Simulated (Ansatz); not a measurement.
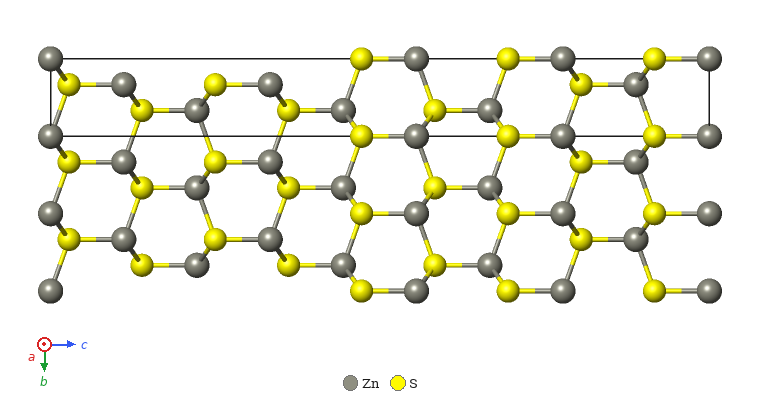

The picture looks along a close-packed row of the hexagonal mesh; c points to the right. Every atom sits on one of the three columns of the mesh; call them A, B, C in the order in which they first turn up. The sequence starts with the first layer at or above the cell's origin.

ZnS: the input geometry of an electronic-structure calculation (not necessarily at equilibrium).

List the layers of one repeat.

Zn(A) – S(B) – Zn(B) – S(C) – Zn(C) – S(B) – Zn(B) – S(C) – Zn(C) – S(A) – Zn(A) – S(C) – Zn(C) – S(A) – Zn(A) – S(B) – Zn(B) – S(A) (18 layers in 28.06 Å).

How are the S layers alone stacked?

S layers alone: BCBCACABA, a mixed type, (chh) in Jagodzinski's notation.

Which positions between or in the S layers do the other atoms fill?

Zn: nine tetrahedral sites, counted in one hexagonal cell.

What short polytype symbol fits?

Polytype symbol 9R, the symbol of a tetrahedral polytype (number of double layers in the repeat and lattice).
